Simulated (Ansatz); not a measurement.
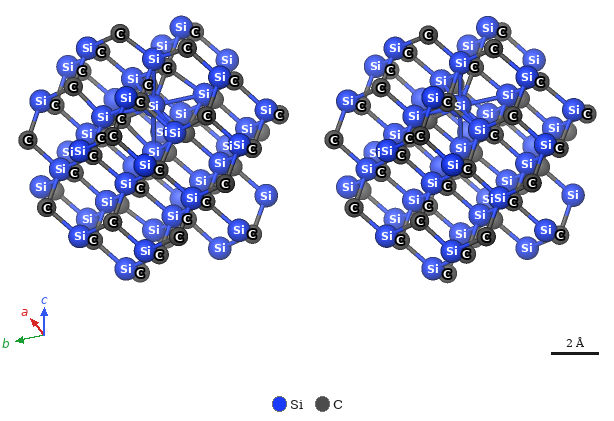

Two geometries of a defect cell of composition Si₃₃C₃₂ (cell charge +1), drawn at one scale. One is the start of a relaxation, the other its converged end. The picture is a ball-and-stick view of the atoms within 5.8 Å of the atom that moves most (axes of the cell of the calculation (origin shifted)), seen from a free direction.

Theory: DFT, PBEsol, PAW, plane waves (Ansatz 0.2.0). Settings: plane-wave cutoff 420 eV; k-point mesh 1 × 1 × 1; mesh shifted by (0.25, 0.25, 0.25); collinear spin; atoms relaxed in a fixed cell; force threshold 0.03 eV/Å; at most 80 steps.

Question: Which of the two is the end point?

Answer: The left one is the relaxed one. The largest moves, 0.21 Å, are those of Si atoms. Largest moves by element: Si 0.21 Å, C 0.10 Å. The cell stays as it was. Some distances before and after: Si–Si 3.054 → 3.356 Å, Si–Si 2.147 → 2.372 Å, Si–Si 2.165 → 2.380 Å, Si–Si 2.187 → 2.381 Å. Bond angles that change, for instance: C–Si–C 110.6° → 97.5°, C–Si–C 110.1° → 97.5°, C–Si–C 109.5° → 97.5°. After 4 geometry steps the energy has fallen by 4.188 eV per cell of the calculation. The largest force component goes from 6.2 to 0.017 eV/Å.

Limits of the set-up: the cell is charged, on a uniform background, and energies carry no finite-size correction.
